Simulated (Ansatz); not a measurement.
Consider FeS$_{2}$.

```yaml
crystal:
  lattice:
    - [0.00000, 4.42477, 0.00000]
    - [0.00000, 0.00000, 5.37152]
    - [3.35844, 0.00000, 0.00000]
  atoms:
    - { symbol: Fe, position: [0.00000, 0.00000, 0.00000] }
    - { symbol: Fe, position: [0.50000, 0.50000, 0.50000] }
    - { symbol: S, position: [0.20300, 0.37500, 0.00000] }
    - { symbol: S, position: [0.29700, 0.87500, 0.50000] }
    - { symbol: S, position: [0.79700, 0.62500, 0.00000] }
    - { symbol: S, position: [0.70300, 0.12500, 0.50000] }
```

Space group Pnnm; computed pressure about 2 GPa in this cell; computed without spin polarisation.

The calculation used DFT, PAW plane waves, r2SCAN (Ansatz).

### What will maps of the valence pseudo-density and electron localisation function show?

Fe–S (2.21 Å): ρ at the midpoint is about 0.68 e/Å³; the ELF peaks at about 0.90 in the valence shell of S, 0.8 Å from its nucleus, and is about 0.55 at the midpoint.
Bader's partition of the density gives Fe +0.80 and S −0.40 e.

### What Bader charges does the calculation give?

Electrons move from Fe towards S. Bader charges: Fe +0.80 and S −0.40 e.

### Metal or insulator at this level of theory?

It is gapped, with a Kohn–Sham gap of 1.4 eV on the k-point mesh (the band edges may lie off the mesh, which would make the gap smaller).

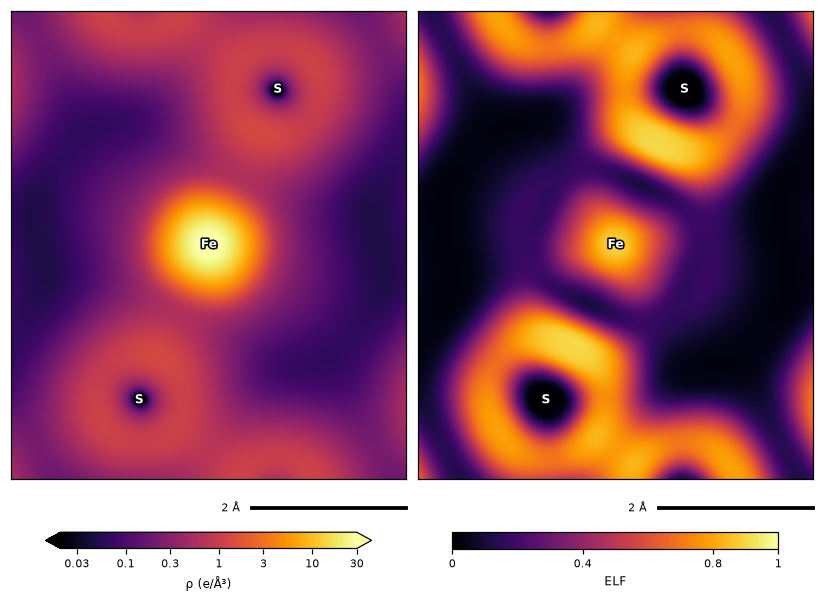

Computed valence pseudo-density and electron localisation function on the (001) plane of the conventional cell, in this order. 

Core electrons are frozen (PAW), and the valence fields are smoothed inside the atomic spheres.
